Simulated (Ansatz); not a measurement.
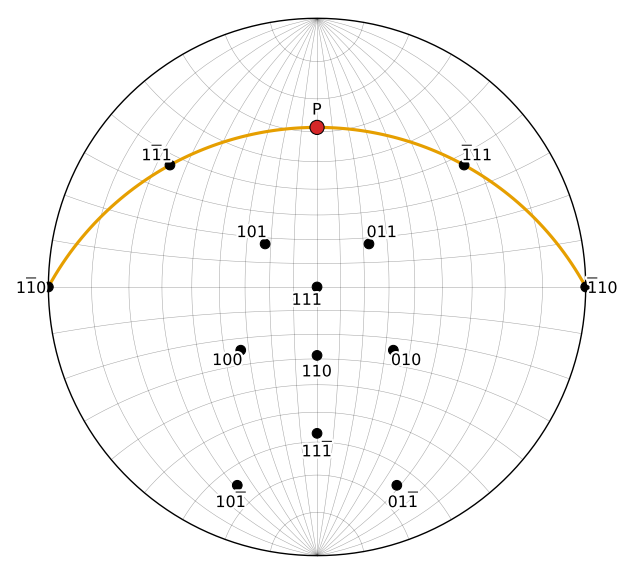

Crystal: Ti, the end point of a relaxation with DFT r2SCAN, scalar-relativistic, plane waves, PAW (Ansatz); the starting structure was generated, so it need not be a known form of this composition. Stereographic projection of plane normals (upper hemisphere) centred on (1 1 1). Geometry calculated from the standardised cell; symmetry tolerance 0.002 Å.

a = 4.594 Å, b = 4.594 Å, c = 4.215 Å, α = 90.00°, β = 90.00°, γ = 120.00°.

**Index the pole marked P.**

P is (0 0 1), in four indices (0 0 0 1), 61.4° from the centre.

**Which zone does the coloured great circle trace?**

The zone [1 1 0]: its poles satisfy h + k = 0.

**What is the angle between the normals of (0 1 −1) and (−1 1 0), and what are their d_hkl = 1/|g|?**

68.7°; d = 2.893 Å and 3.978 Å.
